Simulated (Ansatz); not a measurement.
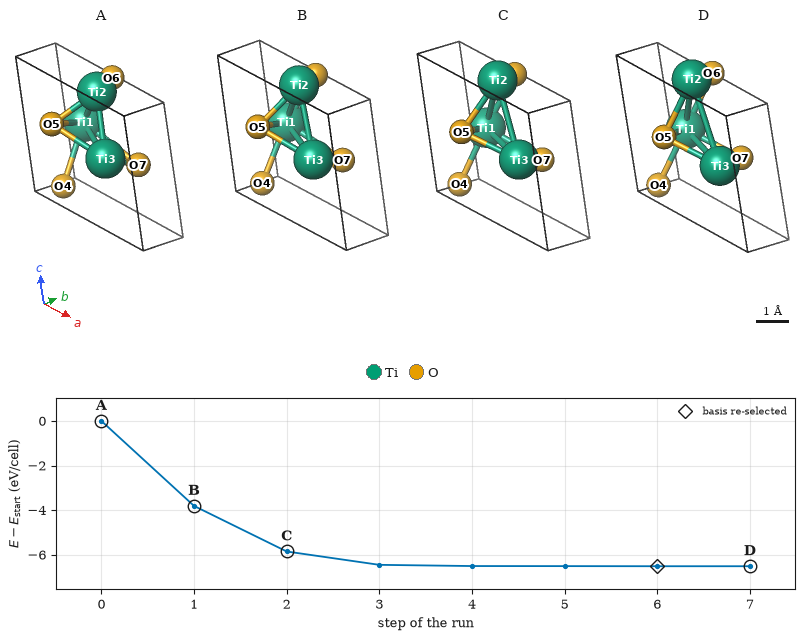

Frames of a relaxation of solid Ti₃O₄ (set up in P1), marked on the history of the run. The picture is a ball-and-stick view of the cell of the calculation, reduced to other axes, seen slightly off an axis. Lengths and directions refer to the drawn axes.

Case: all atoms moved at random, sigma 0.25 Å for each component, cell strained at random, sigma 0.01; relaxed back.

The calculation used Ansatz, DFT PBEsol, scalar-relativistic, plane waves, PAW. Set-up: plane-wave cutoff 420 eV; k-point mesh 12 × 12 × 12; occupations gaussian; smearing width 0.15 eV; no spin polarisation; cell and atoms relaxed; force threshold 0.01 eV/Å; at most 80 steps.

**Describe the path.**

The run was cut off at its time limit before the program reported convergence, but its last step already meets the force threshold: the largest component is 0.00067 eV/Å against 0.01 eV/Å. The pressure is within 0.01 GPa of its target. Over 6 accepted moves (7 points after the start) the energy falls by 6.513 eV per cell of the calculation. Largest force component: 10 eV/Å at the start, 0.00067 eV/Å at the end. The pressure goes from 40.97 to 0.00 GPa. At 1 point the geometry stayed and the basis and grid were re-selected for the new cell (energy shift of 4.9 meV per cell of the calculation at most each time). The atom that moves furthest relative to the cell is Ti2 (0.54 Å along [−1 −1 2]). By element the largest moves are Ti 0.54 Å, O 0.53 Å. The volume changes by +1.1 %, with a 4.050 → 4.100 Å (+1.2 %), b 4.096 → 4.100 Å (+0.1 %), c 4.926 → 4.980 Å (+1.1 %), α 113.8° → 114.3°, β 112.8° → 114.3°, γ 91.5° → 90.0°. Near-neighbour distances that change, for instance: Ti2–Ti3 2.150 → 2.881 Å, Ti1–Ti2 3.473 → 2.881 Å, Ti2–O6 2.562 → 2.050 Å, Ti2–Ti3 (another image) 3.366 → 2.881 Å. New bonds form, among them: Ti2–O6 (2.56 → 2.05 Å). Bond angles that change, for instance: Ti2–O4–Ti2 140.6° → 180.0°, Ti1–O4–Ti3 142.4° → 180.0°, Ti2–O4–Ti3 56.6° → 90.0°. The space group (tolerance 0.01 Å) goes from P1 (No. 1) to I4/mmm (No. 139). Cost: 21 min on 2 threads of Arm Neoverse V1, with other jobs on the host, peak memory 1.7 GiB. From step 0 to 1: Ti and O atoms move most (0.18 Å), volume +6.2 %, energy −3.809 eV per cell of the calculation. From step 1 to 2: O atoms move most (0.20 Å), volume −0.7 %, energy −2.043 eV per cell of the calculation. From step 2 to 7: Ti2 moves most (0.19 Å), volume −4.1 %, energy −0.661 eV per cell of the calculation.
